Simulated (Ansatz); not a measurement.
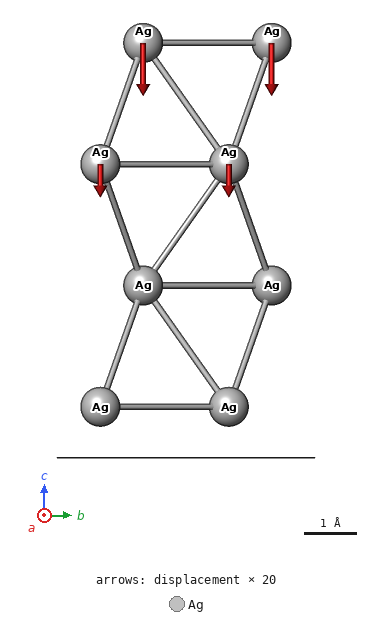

A constrained relaxation of a slab of composition Ag (cut from the P6_3/mmc phase). The starting structure is drawn; red arrows show the displacements, 20 times their true length.

A ball-and-stick model of the 2 × 2 repeat of the cell, outlined in the plane, without the vacuum, seen along the a axis.

Case: clean slab, lower half held. The slab is the (0 0 1) face of Ag. 2 atoms are held fixed.

Method: DFT r2SCAN, scalar-relativistic, plane waves, PAW in Ansatz.

Input
```yaml
crystal:
  lattice:
    - [2.9036957659, 0.0, 0.0]
    - [-1.4518478829, 2.5146742981, 0.0]
    - [0.0, 0.0, 24.1217694939]
  atoms:
    - { symbol: Ag, position: [0.6666666667, 0.3333333333, 0.3523787922] }
    - { symbol: Ag, position: [0.3333333333, 0.6666666667, 0.4507929307] }
    - { symbol: Ag, position: [0.6666666667, 0.3333333333, 0.5492070693] }
    - { symbol: Ag, position: [0.3333333333, 0.6666666667, 0.6476212078] }
basis:
  ecutwfc: 500
kpoints:
  mp_grid: { grid: [12, 12, 1] }
hamiltonian:
  xc: r2scan
scf:
  occupations: { method: gaussian, width: 0.1 }
output:
  forces: true
  eigenvalues: true
  write_density: true
  write_potential: true
  elf: true
  volumetric_format: npy
relax:
  adjacent_minimum: "off"
  f_tol: 0.03
  max_steps: 70
  constraints: [{ sites: [0, 1] }]
efield:
  axis: 3
  dipole_correction: true
  ramp_width: 0.04
```

Run as
```bash
ansatz run input.yaml --threads 2 --pin off --max-ram 5120MiB --backend cpu --events-out ev --progress --plain --runs-dir out
```

Describe the change and its energy.

Answer. Ag4 moves most: 0.052 Å along the normal (−c). The cell doesn't change. Among the contacts that change: Ag2–Ag3 2.906 → 2.879 Å, Ag3–Ag4 2.906 → 2.890 Å. Over 2 geometry steps the energy falls by 2.1 meV per cell of the calculation. The largest force component goes from 0.056 to 0.0048 eV/Å. Cost: 65 s on 2 threads of Intel(R) Xeon(R) Platinum 8488C (Sapphire Rapids) (shared host), peak memory 0.92 GiB.
